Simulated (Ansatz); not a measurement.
# Sb: one change and its effect

System: Sb (R-3m, 2 atoms in the cell).
Method of the first run: Kohn-Sham DFT of a periodic cell, LDA, Ansatz PAW, no spin polarisation (Ansatz 0.2.0).

The structure derives from an entry of the Crystallography Open Database. Text and figures count atoms from 1; the logs count them from 0 in places.

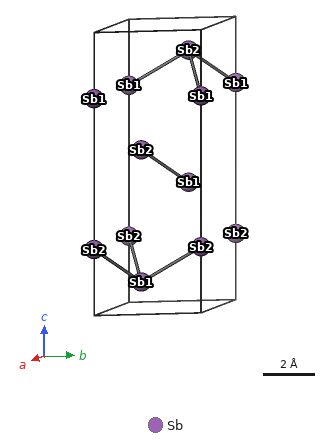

Fig. 1: The starting structure (ball-and-stick view of the cell 3 times as large as that of the calculation, set on its symmetry axes, seen slightly off an axis; atoms are numbered from 1 in the order of the input). Near neighbours in the crystal (not all of them lie inside the picture): Sb has 3 Sb at 2.91 Å.

**Input file, the first run**
```yaml
crystal:
  lattice:
    - [2.1542, 1.2437279499, 3.758]
    - [-2.1542, 1.2437279499, 3.758]
    - [0.0, -2.4874558998, 3.758]
  atoms:
    - { symbol: Sb, position: [0.76651, 0.76651, 0.76651] }
    - { symbol: Sb, position: [0.23349, 0.23349, 0.23349] }
hamiltonian:
  xc: lda
  pseudopotentials: { kind: paw }
kpoints:
  mp_grid: { grid: [8, 8, 8] }
scf:
  occupations: { method: fermi_dirac, width: 0.05 }
output:
  forces: true
  stress: true
relax:
  f_tol: 0.01
  max_steps: 40
  cell: { stress_tol: 0.05 }
```

Command:
```bash
ansatz run input.yaml --threads 2 --pin off --max-ram 5120MiB --backend cpu --events-out ev --progress --plain --runs-dir out
```

Hardware: 2 threads of Arm Neoverse V1, 24 GiB of memory available, shared host.

**Output, shortened to warnings, some set-up lines, iterations and results (the first run)**
```
Basis set: ecut = 420 eV, 1195 PW (Γ)
Symmetry: 12 space group operations
k-points: 65 of 512
Initial density: superposition of atomic densities (neutral atoms: chi_scale 0, normalization atom), corrected by the library's trained network
[...]
SCF iter   1: F=—  HF=-12671.644141 eV  |F-HF|=—  |Δ(HF+E_count)|=         —  Δρ=6.50e-3  dr2=9.99e-3  ethr=1.77e-3  ⟨swp⟩=6.2  Hψ=6569  notcnv=0
SCF iter   2: F=—  HF=-12671.639472 eV  |F-HF|=—  |Δ(HF+E_count)|=   4.67e-3  Δρ=3.43e-3  dr2=2.97e-3  ethr=3.33e-5  ⟨swp⟩=2.0  Hψ=2042  notcnv=0
SCF iter   3: F=—  HF=-12671.638397 eV  |F-HF|=—  |Δ(HF+E_count)|=   1.08e-3  Δρ=3.95e-4  dr2=1.52e-4  ethr=9.90e-6  ⟨swp⟩=2.4  Hψ=1870  notcnv=0
SCF iter   4: F=—  HF=-12671.638347 eV  |F-HF|=—  |Δ(HF+E_count)|=   4.99e-5  Δρ=1.66e-4  dr2=1.61e-5  ethr=5.07e-7  ⟨swp⟩=2.0  Hψ=2212  notcnv=0
SCF iter   5: F=—  HF=-12671.638338 eV  |F-HF|=—  |Δ(HF+E_count)|=   8.92e-6  Δρ=5.50e-5  dr2=3.12e-6  ethr=5.36e-8  ⟨swp⟩=2.0  Hψ=2209  notcnv=0
[... 26 lines ...]
SCF iter   4: F=—  HF=-12671.647858 eV  |F-HF|=—  |Δ(HF+E_count)|=  5.91e-10  Δρ=8.17e-7  dr2=5.87e-10  ethr=1.22e-11  ⟨swp⟩=3.0  Hψ=2302  notcnv=0
SCF iter   5: F=—  HF=-12671.647858 eV  |F-HF|=—  |Δ(HF+E_count)|=  3.82e-11  Δρ=2.72e-7  dr2=4.27e-11  ethr=1.96e-12  ⟨swp⟩=2.0  Hψ=1422  notcnv=0
SCF iter   6: F=-12671.647858 eV  HF=-12671.647858 eV  |F-HF|=9.09e-12  |Δ(HF+E_count)|=  1.82e-12  Δρ=1.14e-7  dr2=5.74e-12  ethr=1.00e-12  ⟨swp⟩=5.9  Hψ=4934  notcnv=0
SCF 5 converged in 6 iterations: F = -12671.647858 eV  dr2 = 5.74e-12
relax step   5: F+E_penalty+E_count = -12671.64785778 eV  Δ(F+E_penalty+E_count) = +4.583e-4 eV  max|allowed force component| = 8.943e-3 eV/Å  Δτ_max = 0.0000 Å  P = -0.010 …
basis re-selected at this cell: Δ(F+E_penalty+E_count) = +4.583e-4 eV, ΔP = +0.001 GPa vs the last step (what re-selecting the basis moved, of the pressure what is left beyond the Pulay correction that the steps carried, after the strain that the cell walked since its last selection, with what the …
SCF converged after 6 iterations
Free energy (F): -12671.647858 eV
Harris-Foulkes:  -12671.647858 eV  (|F-HF|=9.09e-12)
Internal energy: -12671.645224 eV  (E = F + TS)
E sigma→0 (E₀):  -12671.646541 eV
Entropy (-TS):   -0.002633 eV (-1.317 meV/atom)
Fermi energy:    10.241956 eV
--- Per-component energies (eV) ---
  E_band       = -332.923502
  E_kinetic    = 417.581438
  E_local      = -3146.958673  (includes V_loc(G=0)·N_el)
  E_nonlocal   = 732.711742
  E_hartree    = 1424.749478
  E_xc         = -276.424076
  E_vxc        = -195.530868  (∫ρ·V_xc dr)
  E_paw        = -8853.026978  (= ΣΔE_a)
  E_vpaw       = -990.226045  (= ΣTr[D̂ρ^β])
  E_aug_tail   = -0.000004  (compensation charges beyond the density's cutoff)
  E_ewald      = -2971.395798
  E_core_change = 1.117647  (= ΣΔE_core)
  E_smearing   = -0.002633  (= −TS)
  E_closure    = 0.000000  (closes the sum)
  Σ components = -12671.647858   (vs F -12671.647858, Δ=0.00e0)
--- Forces (eV/Å), atoms counted from 1 ---
  atom   1  Sb    -0.00000000     0.00000000    -0.00894333
  atom   2  Sb     0.00000000    -0.00000000     0.00894333
  max |Σ_I F_I| component: 1.62e-17 eV/Å
--- Stress (GPa, compression-positive) ---
       -0.014259       0.000000      -0.000000
        0.000000      -0.014259       0.000000
       -0.000000       0.000000      -0.001313
  P = ⅓ Tr σ = -0.0099 GPa (-0.099 kbar)
--- Relaxed structure (4 steps of the walk, 4 accepted, 1 SCFs on fresh bases) ---
  F+E_penalty+E_count = -12671.64785778 eV   max|allowed force component| = 8.943e-3 eV/Å   (the final SCF, on the basis selected at the relaxed cell)
  cell:  # Å, volume = 58.4728 Å³
    - [2.1487186906391735, 1.2405633144533068, 3.6559808169736074]
    - [-2.1487186906391735, 1.2405633144533068, 3.6559808169736074]
    - [8.454194287441007e-34, -2.4811266289066136, 3.6559808169736074]
[...]
```

The second run used a changed input.

**The two runs side by side**

| quantity | the first run | the second run |
| --- | --- | --- |
| outcome | converged | converged |
| free energy per atom (eV) | −6335.8239 | −6409.7799 |
| energy per atom, smearing taken to zero (eV) | −6335.8233 | −6409.7799 |
| pressure (GPa) | −0.01 | 0.01 |
| volume per atom (Å³) | 29.24 | 64.27 |
| largest force (eV/Å) | 0.009 | 0.002 |
| SCF iterations | 26 | 185 |
| irreducible k-points | 65 | 65 |
| wall time (shared host) | 8.3 s | 90 s |

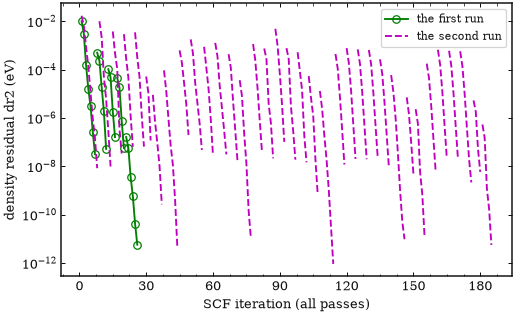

Fig. 2: Convergence of the two runs: density residual dr2 against the SCF iteration. A break in a curve parts two SCF passes. The first run takes 26 iterations in all, and the second run takes 185.

Which change of the input explains these differences?

The change (lines with − go, lines with + come):
```diff
-  xc: lda
+  xc: { exchange: pbe, correlation: none }
```

The total energies belong to different methods, so their difference says nothing on which is more stable or more accurate. The volume per atom goes from 29.24 to 64.27 Å³. The functional changes from LDA to one typed by its parts (see the changed lines). The SCF takes 185 iterations over all geometry steps against 26. On the same kind of shared host the second run took about 11 times as long.

**Output, shortened to warnings, some set-up lines, iterations and results (the second run)**
```
Basis set: ecut = 420 eV, 1195 PW (Γ), exchange–correlation on 64×64×64 points (8 copies of the dense FFT grid, shifted against one another)
Symmetry: 12 space group operations
k-points: 65 of 512
Initial density: superposition of atomic densities (neutral atoms: chi_scale 0, normalization atom), corrected by the library's trained network
[...]
SCF iter   1: F=—  HF=-12818.714813 eV  |F-HF|=—  |Δ(HF+E_count)|=         —  Δρ=6.60e-3  dr2=1.68e-2  ethr=1.77e-3  ⟨swp⟩=6.3  Hψ=6592  notcnv=0
SCF iter   2: F=—  HF=-12818.707847 eV  |F-HF|=—  |Δ(HF+E_count)|=   6.97e-3  Δρ=3.75e-3  dr2=6.36e-3  ethr=5.59e-5  ⟨swp⟩=1.9  Hψ=2040  notcnv=0
SCF iter   3: F=—  HF=-12818.706847 eV  |F-HF|=—  |Δ(HF+E_count)|=   1.00e-3  Δρ=8.96e-4  dr2=8.67e-4  ethr=2.12e-5  ⟨swp⟩=2.0  Hψ=1885  notcnv=0
SCF iter   4: F=—  HF=-12818.706987 eV  |F-HF|=—  |Δ(HF+E_count)|=   1.40e-4  Δρ=5.45e-4  dr2=1.37e-4  ethr=2.89e-6  ⟨swp⟩=2.0  Hψ=2214  notcnv=0
SCF iter   5: F=—  HF=-12818.706972 eV  |F-HF|=—  |Δ(HF+E_count)|=   1.48e-5  Δρ=1.21e-4  dr2=1.12e-5  ethr=4.56e-7  ⟨swp⟩=2.0  Hψ=2209  notcnv=0
[... 245 lines ...]
SCF iter   3: F=—  HF=-12819.559831 eV  |F-HF|=—  |Δ(HF+E_count)|=   1.52e-6  Δρ=1.29e-6  dr2=1.16e-9  ethr=4.90e-10  ⟨swp⟩=2.9  Hψ=2280  notcnv=0
SCF iter   4: F=—  HF=-12819.559831 eV  |F-HF|=—  |Δ(HF+E_count)|=   4.23e-9  Δρ=4.19e-7  dr2=1.66e-10  ethr=3.88e-12  ⟨swp⟩=3.0  Hψ=2279  notcnv=0
SCF iter   5: F=-12819.559831 eV  HF=-12819.559831 eV  |F-HF|=1.09e-11  |Δ(HF+E_count)|=  5.75e-10  Δρ=5.54e-8  dr2=5.59e-12  ethr=1.00e-12  ⟨swp⟩=5.0  Hψ=6100  notcnv=0
SCF 35 converged in 5 iterations: F = -12819.559831 eV  dr2 = 5.59e-12
relax step  35: F+E_penalty+E_count = -12819.55983119 eV  Δ(F+E_penalty+E_count) = -1.445e-3 eV  max|allowed force component| = 2.074e-3 eV/Å  Δτ_max = 0.0000 Å  P = +0.009 …
basis re-selected at this cell: Δ(F+E_penalty+E_count) = -1.445e-3 eV, ΔP = +0.007 GPa vs the last step (what re-selecting the basis moved, of the pressure what is left beyond the Pulay correction that the steps carried, after the strain that the cell walked since its last selection, with what the …
SCF converged after 5 iterations
Free energy (F): -12819.559831 eV
Harris-Foulkes:  -12819.559831 eV  (|F-HF|=1.09e-11)
Internal energy: -12819.559826 eV  (E = F + TS)
E sigma→0 (E₀):  -12819.559829 eV
Entropy (-TS):   -0.000005 eV (-0.002 meV/atom)
Fermi energy:    3.342578 eV
--- Per-component energies (eV) ---
  E_band       = -514.679399
  E_kinetic    = 410.701689
  E_local      = -5381.404370  (includes V_loc(G=0)·N_el)
  E_nonlocal   = 710.124481
  E_hartree    = 2435.302163
  E_xc         = -250.869395
  E_vxc        = -168.762269  (∫ρ·V_xc dr)
  E_paw        = -9022.529926  (= ΣΔE_a)
  E_vpaw       = -955.943313  (= ΣTr[D̂ρ^β])
  E_aug_tail   = -0.000003  (compensation charges beyond the density's cutoff)
  E_ewald      = -1721.182366
  E_core_change = 0.297900  (= ΣΔE_core)
  E_smearing   = -0.000005  (= −TS)
  E_closure    = -0.000000  (closes the sum)
  Σ components = -12819.559831   (vs F -12819.559831, Δ=0.00e0)
--- Forces (eV/Å), atoms counted from 1 ---
  atom   1  Sb    -0.00000000     0.00000000     0.00207357
  atom   2  Sb     0.00000000    -0.00000000    -0.00207357
  max |Σ_I F_I| component: 2.31e-18 eV/Å
--- Stress (GPa, compression-positive) ---
       -0.001241       0.000000      -0.000000
        0.000000      -0.001241       0.000000
       -0.000000       0.000000       0.028762
  P = ⅓ Tr σ = 0.0088 GPa (0.088 kbar)
--- Relaxed structure (30 steps of the walk, 30 accepted, 5 SCFs on fresh bases) ---
  F+E_penalty+E_count = -12819.55983119 eV   max|allowed force component| = 2.074e-3 eV/Å   (the final SCF, on the basis selected at the relaxed cell)
  cell:  # Å, volume = 128.5397 Å³
    - [2.211442999240508, 1.2767772109090207, 7.587440541307096]
    - [-2.211442999240508, 1.2767772109090207, 7.587440541307096]
    - [-1.2211085125905989e-33, -2.553554421818041, 7.587440541307096]
[...]
```

For the second run: Points of doubt noted for this run: forces on files of another functional.
